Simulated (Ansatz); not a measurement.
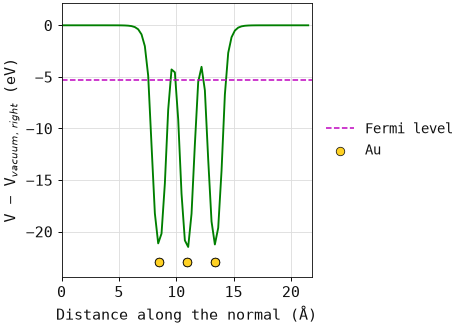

Plane-averaged electrostatic potential energy of an electron across the slab; circles at the bottom mark the heights of the atoms (positions after relaxation).

System: a (111) slab cut from Au (Fm-3m), 12 atoms in the cell. Starting structure of the relaxation:

```
Au
1.0
     5.88041    0.00000    0.00000
    -2.94020    5.09258    0.00000
     0.00000    0.00000   21.80133
Au
12
Direct
  0.33333 0.16667 0.38988
  0.33333 0.66667 0.38988
  0.83333 0.16667 0.38988
  0.83333 0.66667 0.38988
  0.66667 0.33333 0.50000
  0.66667 0.83333 0.50000
  0.16667 0.33333 0.50000
  0.16667 0.83333 0.50000
  0.00000 0.50000 0.61012
  0.00000 0.00000 0.61012
  0.50000 0.50000 0.61012
  0.50000 0.00000 0.61012
```

Ansatz; DFT PBE, scalar-relativistic, plane waves, PAW, no spin polarisation, 6×6×1 k mesh, 420 eV cutoff, Gaussian smearing of 0.1 eV.

Question: Read off the work function of each face.

Answer: The work function is 5.31 eV, the same on both faces. The two vacuum levels agree, so the slab has no net dipole along its normal.

Question: How thick are slab and vacuum?

Answer: The outermost atoms are 4.9 Å apart, which leaves 16.9 Å of vacuum in a cell 21.8 Å high.

Spin-orbit coupling is left out, which matters for Au.
